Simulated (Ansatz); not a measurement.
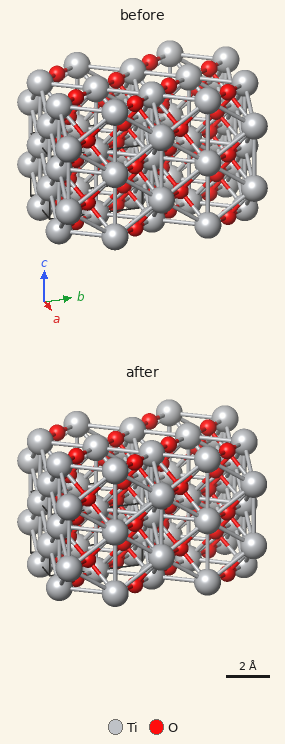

The structure of solid Ti3O4 (set up in Cmmm) before (top) and after (bottom) a relaxation, at one scale.

The picture is a ball-and-stick view of the cell of the calculation, repeated 2 × 2 × 2 with one cell outlined, seen slightly off an axis.

These are results of DFT PBEsol, scalar-relativistic, plane waves, PAW (Ansatz 0.2.0), not measurements. Settings: plane-wave cutoff 420 eV; k-point mesh 8 × 8 × 12; occupations gaussian; smearing width 0.1 eV; no spin polarisation; cell and atoms relaxed; force threshold 0.005 eV/Å; at most 80 steps.

> Describe what moved and what it gained.

Over 4 accepted moves (6 points after the start) the energy falls by 37.3 meV per cell of the calculation. Largest force component: 0.031 eV/Å at the start, 0.00044 eV/Å at the end. The pressure goes from −5.50 to −0.01 GPa. The SCF was repeated twice at an unchanged geometry on a basis and grid sized afresh for the cell, which shifted the energy by 7.0 meV per cell of the calculation at most. The largest moves relative to the cell, 0.014 Å, are those of O atoms. Ti stays in place. The drawn cell changes as follows: a = b 5.011 → 4.973 Å (−0.8 %), c 3.014 → 2.969 Å (−1.5 %), γ 108.7° → 108.3°; the volume changes by −2.7 %. Some distances before and after: Ti–Ti 3.014 → 2.969 Å, Ti–Ti 2.924 → 2.896 Å, O–Ti 2.038 → 2.017 Å, O–Ti 2.099 → 2.081 Å. The space group stays Cmmm (No. 65).
